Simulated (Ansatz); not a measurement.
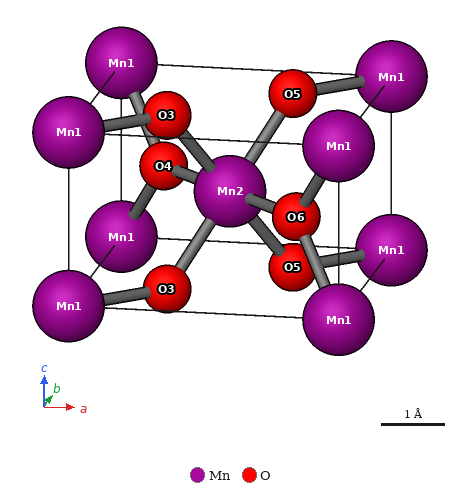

*The input geometry (ball-and-stick view of the cell of the calculation, seen slightly off an axis; atoms are numbered from 1 in the order of the input).*

Single-point calculation, with input and output: MnO2 (part 1 of 2)

- system: MnO2 (6 atoms in the cell)
- method: DFT, HSE06, PAW, plane waves, scalar-relativistic, no spin polarisation (Ansatz 0.2.0)

The structure derives from an entry of the Crystallography Open Database. It belongs to a series of runs on one base structure; here: no spin polarisation. Figures and captions count atoms from 1; the log counts them from 0 in places.

## Input
```yaml
crystal:
  lattice:
    - [4.3983, 0.0, 0.0]
    - [0.0, 4.3983, 0.0]
    - [0.0, 0.0, 2.873]
  atoms:
    - { symbol: Mn, position: [0.0, 0.0, 0.0] }
    - { symbol: Mn, position: [0.5, 0.5, 0.5] }
    - { symbol: O, position: [0.30515, 0.30515, 0.0] }
    - { symbol: O, position: [0.19485, 0.80515, 0.5] }
    - { symbol: O, position: [0.69485, 0.69485, 0.0] }
    - { symbol: O, position: [0.80515, 0.19485, 0.5] }
hamiltonian:
  xc: hse06
  pseudopotentials: { kind: paw }
basis:
  ecutwfc: 420
kpoints:
  mp_grid: { grid: [3, 3, 4] }
scf:
  occupations: { method: fermi_dirac, width: 0.03 }
  lower_state_search: "off"
output:
  forces: true
  stress: true
  write_density: true
  write_potential: true
  elf: true
  volumetric_format: npy
```

Hardware: 4 threads of Arm Neoverse V2, 24 GiB of memory available, shared host.

Launch command:
```bash
ansatz run input.yaml --threads 4 --pin off --max-ram 10240MiB --backend cpu --events-out ev --progress --plain --runs-dir out
```

## Log
```
Warning: output.stress: scf.convergence.dr2_threshold = 1e-7 eV (the SCF's general default) is looser than the 6e-10 eV advised for a printed stress (1e-10 eV for each atom of the cell: 6). What an SCF threshold leaves in a stress goes as its square root, and in the free energy as the threshold itself, and one threshold admits the most on a small cell: of the crystals measured, under no hybrid functional and no lock of the moments, on runs that ended without the residual-converged pass, on stresses that held no estimate of that error, the worst erred by over 100 MPa in a component at 1e-7 eV an atom and by under 5 at 1e-10. Set scf.convergence.dr2_threshold to 6e-10 eV or tighter. The threshold is an SCF's pass mark: one that does not reach it within its budget of iterations ends unconverged, or closes short of it on a stop that the run arms, and scf.convergence.dr2_threshold's page says what that costs each kind of run
Warning: output.stress: scf.exx.energy_threshold = 1e-6 eV is looser than the 6e-8 eV advised for a stress under a hybrid functional (1e-8 eV for each atom of the cell: 6). Every SCF of the exchange loop can meet its threshold on dr2 while the loop round them stops early: no threshold on dr2 bounds what that leaves in the stress. Set scf.exx.energy_threshold to 6e-8 eV or tighter. The threshold is the loop's pass mark: a loop that does not reach it within its budget of cycles ends unconverged, and scf.exx.energy_threshold's page has the law
Engine: ansatz 0.2.0, aarch64-unknown-linux-gnu
Pseudopotentials: kind: paw
Pseudopotential: Mn, paw, valence charge 15, recommended cutoff 420 eV (normal), Mn.paw.azcp
Pseudopotential: O, paw, valence charge 6, recommended cutoff 420 eV (normal), O.paw.azcp
Functional definition: HSE06
  parameter a = 0.25
  parameter omega = 0.11/bohr
  exchange = pbe_x - a*pbe_x_sr(omega) + a*exact_x_sr(omega)
  correlation = pbe_c
Crystal: 6 atoms, lattice volume = 55.578 Å³
Basis set: ecut = 420 eV, 1073 PW (Γ), exchange–correlation on 60×60×40 points (8 copies of the dense FFT grid, shifted against one another)
Bands: 33, of which v1, the nominal top of the filled ones, is band 27 counted from 1 (26 counted from 0)
Symmetry: 16 space group operations
Space group: P42/mnm (ITA 136), of the structure as read, at distance tolerance 3.8e-5 Å
k-points: 9 of 36
Non-local potential: Mn, projectors of the file, l = 0: 3, l = 1: 2, l = 2: 3, l = 3: 1
Non-local potential: O, projectors of the file, l = 0: 2, l = 1: 2, l = 2: 1
PAW form: soft (Blöchl's): semilocal exchange-correlation on the pseudo side does not see the compensation charge
PAW frozen core: Mn, regenerated for the run's functional, and the local potential with it (the file was generated under x = pbe(κ = 0.804, μ = 0.2195149727645171), c = pbe(β = 0.06672455060314922))
PAW frozen core: O, regenerated for the run's functional, and the local potential with it (the file was generated under x = pbe(κ = 0.804, μ = 0.2195149727645171), c = pbe(β = 0.06672455060314922))
PAW one-centre angular grid: Mn, 590 points (default); XC on 64 Gauss nodes
PAW one-centre angular grid: O, 110 points (default); XC on 96 Gauss nodes
Initial density: superposition of atomic densities (neutral atoms: chi_scale 0, normalization atom), corrected by the library's trained network
Initial wavefunctions: pseudopotential atomic-orbital guess
Functional: x = pbe(κ = 0.804, μ = 0.2195149727645171), c = pbe(β = 0.06672455060314922), warm-up for x = pbe(κ = 0.804, μ = 0.2195149727645171) + 0.25 (exact − pbe) at short range (hse, ω = 0.20786987370883472 Å⁻¹), c = pbe(β = 0.06672455060314922); [...]
SCF iter   1: F=—  HF=-10066.118987 eV  |F-HF|=—  |Δ(HF+E_count)|=         —  Δρ=1.07e-2  dr2=2.25e-2  ethr=1.77e-3  ⟨swp⟩=4.6  Hψ=1205  notcnv=0
preconditioner: auto → Kerker (q_TF=auto, 2.715 Å⁻¹)  [metal: Δε(μ)=0.028 eV  Ē_g=8.404 eV  σ=0.030 eV  W_gap=0.23  n_scr=18 (ndim 8)  ℏωp=30.7 eV  f_vac=0.033  D(μ)=10.86/eV (n_scr^D=188)]
SCF iter   2: F=—  HF=-10066.117486 eV  |F-HF|=—  |Δ(HF+E_count)|=   1.50e-3  Δρ=5.51e-3  dr2=1.04e-2  ethr=4.17e-5  ⟨swp⟩=4.3  Hψ=759  notcnv=0
SCF iter   3: F=—  HF=-10066.117248 eV  |F-HF|=—  |Δ(HF+E_count)|=   2.37e-4  Δρ=3.47e-3  dr2=6.50e-3  ethr=1.93e-5  ⟨swp⟩=4.2  Hψ=671  notcnv=0
SCF iter   4: F=—  HF=-10066.116691 eV  |F-HF|=—  |Δ(HF+E_count)|=   5.58e-4  Δρ=1.34e-3  dr2=1.03e-3  ethr=1.20e-5  ⟨swp⟩=2.0  Hψ=594  notcnv=0
iter 5 solved again at ethr=1.15e-7 eV; its pass at ethr=1.92e-6 eV (dr2=6.20e-5 eV) is discarded
SCF iter   5: F=—  HF=-10066.116689 eV  |F-HF|=—  |Δ(HF+E_count)|=   1.44e-6  Δρ=3.67e-4  dr2=6.23e-5  ethr=1.15e-7  ⟨swp⟩=3.0  Hψ=1160  notcnv=0
SCF iter   6: F=—  HF=-10066.116696 eV  |F-HF|=—  |Δ(HF+E_count)|=   6.37e-6  Δρ=1.77e-4  dr2=1.67e-5  ethr=1.15e-7  ⟨swp⟩=2.2  Hψ=552  notcnv=0
SCF iter   7: F=—  HF=-10066.116701 eV  |F-HF|=—  |Δ(HF+E_count)|=   5.13e-6  Δρ=1.24e-4  dr2=8.14e-6  ethr=3.10e-8  ⟨swp⟩=3.7  Hψ=674  notcnv=0
SCF iter   8: F=—  HF=-10066.116701 eV  |F-HF|=—  |Δ(HF+E_count)|=   4.60e-7  Δρ=9.06e-5  dr2=4.24e-6  ethr=1.51e-8  ⟨swp⟩=2.0  Hψ=550  notcnv=0
SCF iter   9: F=—  HF=-10066.116701 eV  |F-HF|=—  |Δ(HF+E_count)|=   2.67e-7  Δρ=9.24e-6  dr2=3.97e-8  ethr=7.84e-9  ⟨swp⟩=2.3  Hψ=553  notcnv=0
SCF iter  10: F=—  HF=-10066.116701 eV  |F-HF|=—  |Δ(HF+E_count)|=   4.66e-8  Δρ=4.49e-6  dr2=1.16e-8  ethr=7.35e-11  ⟨swp⟩=5.0  Hψ=866  notcnv=0
SCF iter  11: F=-10066.116701 eV  HF=-10066.116701 eV  |F-HF|=2.80e-10  |Δ(HF+E_count)|=  6.38e-10  Δρ=1.27e-6  dr2=5.57e-10  ethr=2.14e-11  ⟨swp⟩=2.6  Hψ=555  notcnv=0
SCF 1 converged in 11 iterations: F = -10066.116701 eV  dr2 = 5.57e-10
  greatest PAW one-centre occupation: 1.000 electrons in one spin orbital (limit 2), on the Mn atom at site 1 (counted from 0), in its partial waves of l = 0
Initial density: handed on by an earlier stage of this run
Initial wavefunctions: those handed on with the density
Functional: x = pbe(κ = 0.804, μ = 0.2195149727645171) + 0.25 (exact − pbe) at short range (hse, ω = 0.20786987370883472 Å⁻¹), c = pbe(β = 0.06672455060314922); HSE06 as pw.x's `hse` composes it (authors' and Libxc's form: `xc: wpbeh`)
Exchange kernel: α = 0.2500, screened, ω = 0.2079 Å⁻¹, Wigner–Seitz truncation, v(0) = 991.2476 eV·Å³, q-mesh 3×3×4, nearest image of the exchange supercell L = 11.49 Å, pair-density grid 24×24×18, without the augmentation charges, whose exchange is taken in its separable form by FFT convolution over the k-point m [...]
Frozen-core exchange: fock
iter 1 solved again at ethr=1.71e-3 eV; its pass at ethr=1.00e-1 eV (dr2=9.23e-1 eV) is discarded
SCF iter   1: F=—  HF=-10058.513683 eV  |F-HF|=—  |Δ(HF+E_count)|=         —  Δρ=5.61e-2  dr2=1.40e0  ethr=1.71e-3  ⟨swp⟩=4.1  Hψ=1238  notcnv=0
preconditioner: auto → none  [insulator: Δε(μ)=0.203 eV  Ē_g=10.449 eV  σ=0.030 eV  W_gap=0.53  n_scr=18 (ndim 8)  ℏωp=30.7 eV  f_vac=0.030  D(μ)=5.74/eV (n_scr^D=70)]
SCF iter   2: F=—  HF=-10059.035169 eV  |F-HF|=—  |Δ(HF+E_count)|=   5.21e-1  Δρ=1.13e-1  dr2=7.01e0  ethr=1.71e-3  ⟨swp⟩=4.8  Hψ=959  notcnv=0  recentre
SCF iter   3: F=—  HF=-10058.308189 eV  |F-HF|=—  |Δ(HF+E_count)|=   7.27e-1  Δρ=2.76e-2  dr2=6.40e-1  ethr=1.71e-3  ⟨swp⟩=4.9  Hψ=872  notcnv=0
SCF iter   4: F=—  HF=-10058.248908 eV  |F-HF|=—  |Δ(HF+E_count)|=   5.93e-2  Δρ=4.13e-3  dr2=2.83e-1  ethr=4.62e-4  ⟨swp⟩=3.4  Hψ=670  notcnv=0
SCF iter   5: F=—  HF=-10058.248724 eV  |F-HF|=—  |Δ(HF+E_count)|=   1.83e-4  Δρ=1.94e-3  dr2=9.18e-4  ethr=6.94e-6  ⟨swp⟩=4.2  Hψ=904  notcnv=0
SCF iter   6: F=—  HF=-10058.248353 eV  |F-HF|=—  |Δ(HF+E_count)|=   3.72e-4  Δρ=6.23e-4  dr2=6.37e-5  ethr=1.70e-6  ⟨swp⟩=3.0  Hψ=645  notcnv=0
SCF iter   7: F=—  HF=-10058.248321 eV  |F-HF|=—  |Δ(HF+E_count)|=   3.17e-5  Δρ=1.40e-4  dr2=8.30e-6  ethr=1.18e-7  ⟨swp⟩=4.0  Hψ=797  notcnv=0
SCF iter   8: F=—  HF=-10058.248320 eV  |F-HF|=—  |Δ(HF+E_count)|=   1.16e-6  Δρ=3.87e-5  dr2=4.87e-7  ethr=1.54e-8  ⟨swp⟩=2.0  Hψ=547  notcnv=0
SCF iter   9: F=-10058.248321 eV  HF=-10058.248320 eV  |F-HF|=1.27e-6  |Δ(HF+E_count)|=   5.58e-8  Δρ=6.40e-6  dr2=9.34e-9  ethr=9.01e-10  ⟨swp⟩=4.1  Hψ=724  notcnv=0
SCF 2 converged in 9 iterations: F = -10058.248321 eV  dr2 = 9.34e-9
[... from here on the iterations of each SCF are left out, up to the last one ...]
  Residual-converged pass: ⟨swp⟩=3.2  Hψ=708  notcnv=0  max |occ|·‖R‖ = 6.5e-6 eV (tolerance 6.7e-6 eV)  dr2=9.00e-9  dr2_onsite=2.08e-9  max |Δocc| = 1.5e-10
hybrid outer 1: dexx = +2.195e-1 eV, tail = 7.44e-1 eV
Exchange kernel: α = 0.2500, screened, ω = 0.2079 Å⁻¹, Wigner–Seitz truncation, v(0) = 991.2476 eV·Å³, q-mesh 3×3×4, nearest image of the exchange supercell L = 11.49 Å, pair-density grid 24×24×18, without the augmentation charges, whose exchange is taken in its separable form by FFT convolution over the k-point m [...]
Frozen-core exchange: fock
preconditioner: auto → Kerker (q_TF=auto, 2.715 Å⁻¹)  [metal: Δε(μ)=0.028 eV  Ē_g=10.231 eV  σ=0.030 eV  W_gap=0.23  n_scr=18 (ndim 8)  ℏωp=30.7 eV  f_vac=0.035  D(μ)=6.00/eV (n_scr^D=72)]
preconditioner: auto → none  [insulator: Δε(μ)=0.272 eV  Ē_g=10.146 eV  σ=0.030 eV  W_gap=0.64  n_scr=18 (ndim 8)  ℏωp=30.7 eV  f_vac=0.035  D(μ)=6.87/eV (n_scr^D=96)]
SCF 3 converged in 10 iterations: F = -10058.584833 eV  dr2 = 2.78e-11
  Residual-converged pass: ⟨swp⟩=3.1  Hψ=719  notcnv=0  max |occ|·‖R‖ = 2.4e-7 eV (tolerance 2.7e-7 eV)  dr2=3.16e-11  dr2_onsite=4.47e-12  max |Δocc| = 2.6e-12
hybrid outer 2: dexx = +8.515e-2 eV, tail = 4.93e-1 eV, Δε = 3.87e-1 eV (about 7.38e-1 eV left of the loop's levels), ΔF = 1.46e-1 eV/Å (tail 2.36e0)
Exchange kernel: α = 0.2500, screened, ω = 0.2079 Å⁻¹, Wigner–Seitz truncation, v(0) = 991.2476 eV·Å³, q-mesh 3×3×4, nearest image of the exchange supercell L = 11.49 Å, pair-density grid 24×24×18, without the augmentation charges, whose exchange is taken in its separable form by FFT convolution over the k-point m [...]
Frozen-core exchange: fock
preconditioner: auto → Kerker (q_TF=auto, 2.715 Å⁻¹)  [metal: Δε(μ)=0.050 eV  Ē_g=10.255 eV  σ=0.030 eV  W_gap=0.37  n_scr=18 (ndim 8)  ℏωp=30.7 eV  f_vac=0.035  D(μ)=8.47/eV (n_scr^D=144)]
preconditioner: auto → none  [insulator: Δε(μ)=0.109 eV  Ē_g=10.197 eV  σ=0.030 eV  W_gap=0.60  n_scr=18 (ndim 8)  ℏωp=30.7 eV  f_vac=0.035  D(μ)=6.18/eV (n_scr^D=72)]
SCF 4 converged in 10 iterations: F = -10058.756746 eV  dr2 = 2.41e-11
  Residual-converged pass: ⟨swp⟩=3.4  Hψ=736  notcnv=0  max |occ|·‖R‖ = 2.7e-7 eV (tolerance 2.7e-7 eV)  dr2=3.42e-11  dr2_onsite=3.63e-12  max |Δocc| = 7.8e-13
hybrid outer 3: dexx = +7.070e-2 eV, tail = 8.12e-1 eV, Δε = 2.09e-1 eV (about 3.13e-1 eV left of the loop's levels), ΔF = 4.10e-2 eV/Å (tail 1.55e0)
Exchange kernel: α = 0.2500, screened, ω = 0.2079 Å⁻¹, Wigner–Seitz truncation, v(0) = 991.2476 eV·Å³, q-mesh 3×3×4, nearest image of the exchange supercell L = 11.49 Å, pair-density grid 24×24×18, without the augmentation charges, whose exchange is taken in its separable form by FFT convolution over the k-point m [...]
Frozen-core exchange: fock
preconditioner: auto → Kerker (q_TF=auto, 2.715 Å⁻¹)  [metal: Δε(μ)=0.024 eV  Ē_g=10.280 eV  σ=0.030 eV  W_gap=0.20  n_scr=18 (ndim 8)  ℏωp=30.7 eV  f_vac=0.035  D(μ)=9.33/eV (n_scr^D=160)]
SCF 5 converged in 11 iterations: F = -10058.875665 eV  dr2 = 4.08e-11
  Residual-converged pass: ⟨swp⟩=3.1  Hψ=724  notcnv=0  max |occ|·‖R‖ = 2.7e-7 eV (tolerance 2.7e-7 eV)  dr2=4.20e-11  dr2_onsite=2.59e-11  max |Δocc| = 2.2e-13
hybrid outer 4: dexx = +3.976e-2 eV, tail = 4.51e-1 eV, Δε = 2.36e-1 eV (about 6.90e-1 eV left of the loop's levels), ΔF = 6.42e-2 eV/Å (tail 1.24e0)
Exchange kernel: α = 0.2500, screened, ω = 0.2079 Å⁻¹, Wigner–Seitz truncation, v(0) = 991.2476 eV·Å³, q-mesh 3×3×4, nearest image of the exchange supercell L = 11.49 Å, pair-density grid 24×24×18, without the augmentation charges, whose exchange is taken in its separable form by FFT convolution over the k-point m [...]
Frozen-core exchange: fock
preconditioner: auto → none  [insulator: Δε(μ)=0.074 eV  Ē_g=10.292 eV  σ=0.030 eV  W_gap=0.52  n_scr=18 (ndim 8)  ℏωp=30.7 eV  f_vac=0.035  D(μ)=6.26/eV (n_scr^D=72)]
preconditioner: auto → Kerker (q_TF=auto, 2.715 Å⁻¹)  [metal: Δε(μ)=0.059 eV  Ē_g=10.221 eV  σ=0.030 eV  W_gap=0.43  n_scr=18 (ndim 8)  ℏωp=30.7 eV  f_vac=0.035  D(μ)=6.70/eV (n_scr^D=96)]
SCF 6 converged in 11 iterations: F = -10058.940519 eV  dr2 = 7.27e-12
  Residual-converged pass: ⟨swp⟩=3.6  Hψ=776  notcnv=0  max |occ|·‖R‖ = 2.6e-7 eV (tolerance 2.7e-7 eV)  dr2=7.67e-12  dr2_onsite=4.48e-12  max |Δocc| = 1.1e-12
hybrid outer 5: dexx = +1.363e-2 eV, tail = 5.64e-2 eV, Δε = 1.97e-1 eV (about 5.10e-1 eV left of the loop's levels), ΔF = 5.92e-2 eV/Å (tail 5.62e-1)
Exchange kernel: α = 0.2500, screened, ω = 0.2079 Å⁻¹, Wigner–Seitz truncation, v(0) = 991.2476 eV·Å³, q-mesh 3×3×4, nearest image of the exchange supercell L = 11.49 Å, pair-density grid 24×24×18, without the augmentation charges, whose exchange is taken in its separable form by FFT convolution over the k-point m [...]
Frozen-core exchange: fock
preconditioner: auto → none  [insulator: Δε(μ)=0.096 eV  Ē_g=10.293 eV  σ=0.030 eV  W_gap=0.65  n_scr=18 (ndim 8)  ℏωp=30.7 eV  f_vac=0.035  D(μ)=4.28/eV (n_scr^D=46)]
SCF 7 converged in 19 iterations: F = -10058.976469 eV  dr2 = 2.09e-12
  Residual-converged pass: ⟨swp⟩=3.8  Hψ=780  notcnv=0  max |occ|·‖R‖ = 2.7e-7 eV (tolerance 2.7e-7 eV)  dr2=4.63e-12  dr2_onsite=9.62e-13  max |Δocc| = 5.5e-13
hybrid outer 6: dexx = +8.838e-2 eV, tail = inf eV, Δε = 2.56e-1 eV (about 6.64e-1 eV left of the loop's levels), ΔF = 1.75e-1 eV/Å (tail inf)
Exchange kernel: α = 0.2500, screened, ω = 0.2079 Å⁻¹, Wigner–Seitz truncation, v(0) = 991.2476 eV·Å³, q-mesh 3×3×4, nearest image of the exchange supercell L = 11.49 Å, pair-density grid 24×24×18, without the augmentation charges, whose exchange is taken in its separable form by FFT convolution over the k-point m [...]
```
